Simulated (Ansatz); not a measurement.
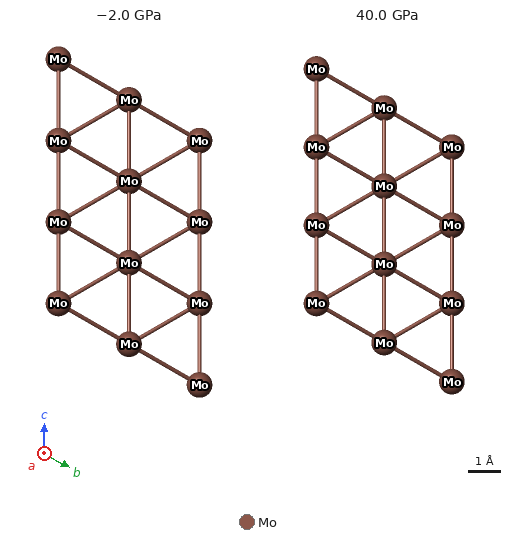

Crystalline Mo (set up in Im-3m), relaxed (cell and atoms) at several target pressures. The picture shows the first and the last member. The picture is a ball-and-stick view of the cell of the calculation, repeated 1 × 2 × 3 with one cell outlined, seen along the a axis.

Computed with Ansatz 0.2.0: DFT r2SCAN, scalar-relativistic, plane waves, PAW. Settings: plane-wave cutoff 500 eV; k-point mesh 18 × 18 × 18; occupations gaussian; smearing width 0.1 eV; no spin polarisation; cell and atoms relaxed; force threshold 0.008 eV/Å.

| pressure (GPa) | volume (Å³/atom) | a (Å) |
| --- | --- | --- |
| −2.0 | 15.752 | 2.735 |
| 0.0 | 15.634 | 2.728 |
| 2.0 | 15.521 | 2.722 |
| 5.0 | 15.356 | 2.712 |
| 10.0 | ? | ? |
| 20.0 | 14.658 | 2.670 |
| 40.0 | 13.931 | 2.625 |

Fill in the missing row.

Murnaghan's form V = V₀(1 + B′P/B₀)^(−1/B′), with V₀ = 15.634 Å³ from the row at zero pressure, fits the other rows with B₀ = 270 GPa and B′ = 4.17 (largest miss 0.002 Å³). At 10.0 GPa it gives 15.634 × (1 + 4.17 × 10.0/270)^(−1/4.17) = 15.105 Å³ per atom. The calculation gives 15.105 Å³/atom (a = 2.697 Å). The estimate is right to the digits shown. From the first member to the last: Mo–Mo 3.158 → 3.032 Å, Mo–Mo 2.735 → 2.625 Å.

The whole series:

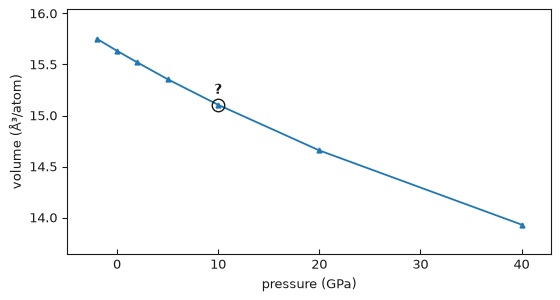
